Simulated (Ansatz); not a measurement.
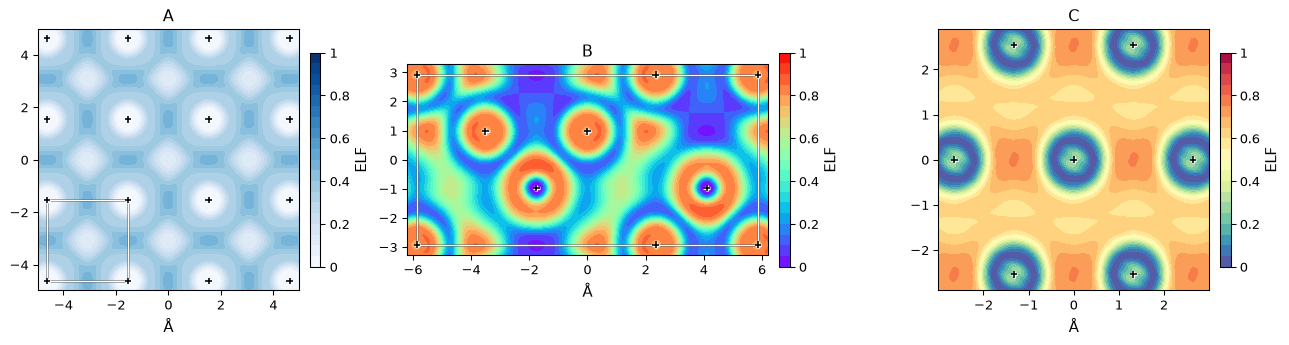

The ELF of 3 systems, each on a plane through atoms (crosses mark nuclei in the plane).

These are results of DFT PBEsol, scalar-relativistic, plane waves, PAW (Ansatz 0.2.0), not measurements.

System 1: Al, the (011̄) plane of the conventional cell. Space group Immm; changed on purpose from its base cell (strain -0.1500 x Voigt [0, 0, 0, 0, 1, 0], atoms carried along); computed without spin polarisation.

```cif
data_structure
_symmetry_space_group_name_H-M 'P 1'
_symmetry_Int_Tables_number 1
_cell_length_a 2.6477
_cell_length_b 3.0770
_cell_length_c 4.0480
_cell_angle_alpha 90.000
_cell_angle_beta 90.000
_cell_angle_gamma 90.000
_cell_volume 32.98
loop_
_atom_site_label
_atom_site_type_symbol
_atom_site_fract_x
_atom_site_fract_y
_atom_site_fract_z
_atom_site_occupancy
Al1 Al 0.00000 0.00000 0.00000 1
Al2 Al 0.50000 0.50000 0.50000 1
```

System 2: Sn, the (001) plane of the conventional cell. Space group I4/mmm; computed pressure about −3 GPa in this cell.

```cif
data_structure
_symmetry_space_group_name_H-M 'P 1'
_symmetry_Int_Tables_number 1
_cell_length_a 3.0820
_cell_length_b 3.0820
_cell_length_c 6.2138
_cell_angle_alpha 90.000
_cell_angle_beta 90.000
_cell_angle_gamma 90.000
_cell_volume 59.02
loop_
_atom_site_label
_atom_site_type_symbol
_atom_site_fract_x
_atom_site_fract_y
_atom_site_fract_z
_atom_site_occupancy
Sn1 Sn 0.00000 0.00000 0.00000 1
Sn2 Sn 0.50000 0.50000 0.50000 1
```

System 3: Hf₂S, the (110) plane of the conventional cell. Space group P6₃/mmc; a structure from a database of computed crystals, not necessarily the ambient phase; computed pressure about −3 GPa in this cell.

```xyz
6
Lattice="3.3743 0.0000 0.0000 -1.6871 2.9222 0.0000 0.0000 0.0000 11.7174" Properties=species:S:1:pos:R:3 pbc="T T T"
Hf    1.6872    0.9741   10.5434
Hf    0.0000    1.9481    4.6847
Hf    1.6872    0.9741    7.0327
Hf    0.0000    1.9481    1.1740
S     0.0000    0.0000    8.7881
S     0.0000    0.0000    2.9294
```

> Which map belongs to which system?

Panel A is system 2, Sn: the plane holds Sn. Sn–Sn (3.08 Å): the ELF is about 0.45 at the midpoint. Panel B is system 3, Hf₂S: the plane holds Hf and S. Hf–S (2.62 Å): the ELF peaks at about 0.85 in the valence shell of S, 0.8 Å from its nucleus, and is about 0.30 at the midpoint (no shared electron pair shows on this line). Panel C is system 1, Al: the plane holds Al. Al–Al (2.65 Å): the ELF peaks at about 0.75 between the atoms.
